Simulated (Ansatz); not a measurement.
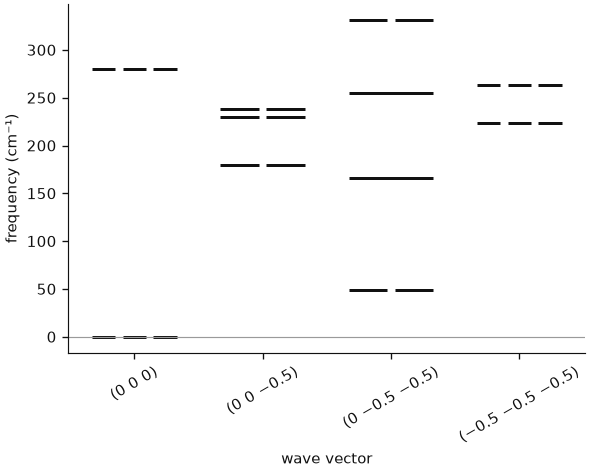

**Figure.** Phonon frequencies at several wave vectors (in fractions of the reciprocal vectors of the given cell) for ScAl, space group Pm-3m (No. 221). Imaginary frequencies are drawn as negative.

No frequency is imaginary, so the structure is stable to these displacements at the wave vectors computed. The highest mode among the wave vectors computed lies at 331.5 cm⁻¹, at (0 −0.5 −0.5).

How it was computed, with Ansatz 0.2.0: harmonic phonon frequencies at the irreducible points of a q mesh with atoms at rest in the given cell, q in fractions of the reciprocal cell vectors, no long-range term at q = 0, imaginary frequencies are negative, the first points where there are many; plane waves with PAW datasets. Level: PBEsol, no spin polarisation.

| setting | value |
| --- | --- |
| wave cutoff | 420 eV |
| k mesh | 12×12×12 |
| occupations | Fermi–Dirac |
| smearing width | 0.15 eV |
| volume relative to the relaxed cell | 1.02 |
| phonon method | linear response |
| q mesh | 2×2×2 |

Starting cell:
```yaml
crystal:
  lattice:
    - [3.37006, 0.00000, 0.00000]
    - [0.00000, 3.37006, 0.00000]
    - [0.00000, 0.00000, 3.37006]
  atoms:
    - { symbol: Sc, position: [0.50000, 0.50000, 0.50000] }
    - { symbol: Al, position: [0.00000, 0.00000, 0.00000] }
```

Keep in mind: metal sensitive to the k mesh.
